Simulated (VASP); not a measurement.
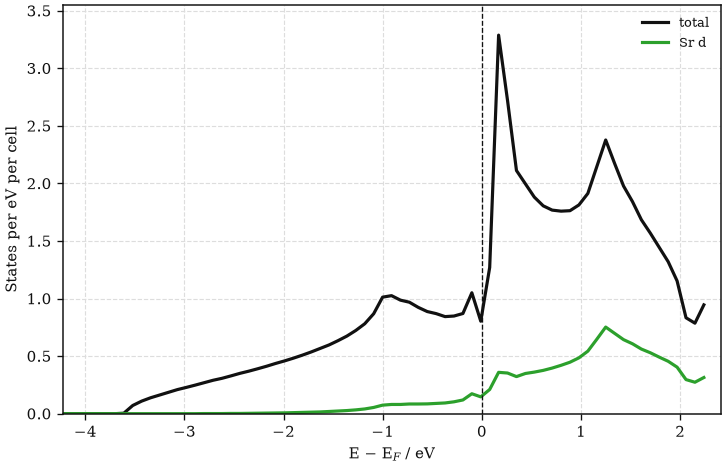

Density of states. Energies are counted from the Fermi level. The partial curves are projected inside the PAW spheres; the rest of the total lies in parts that aren't drawn and between the spheres.

The material is bcc Sr, space group Im-3m, 1 atom in the primitive cell; cubic a = 4.850 Å.

Method: PBE, VASP PAW PBE potentials, release 64 (Sr_sv), no spin polarisation, no spin-orbit coupling, 12×12×12 k mesh in the self-consistent step, 520 eV cutoff, Fermi-Dirac smearing of 0.05 eV (VASP).

**Metal or insulator, and how many states lie at the Fermi level?**

It is a metal. The density of states is about 1.1 per eV and cell at the Fermi level (mean within 0.1 eV) and changes fast nearby: within 0.3 eV it runs from 0.8 to 3.3 per eV and cell.

The density of states was taken on a 18×18×18 mesh with the tetrahedron method. The cell was measured hot, at 887 K. This isn't the form of Sr at room conditions, which is fcc.
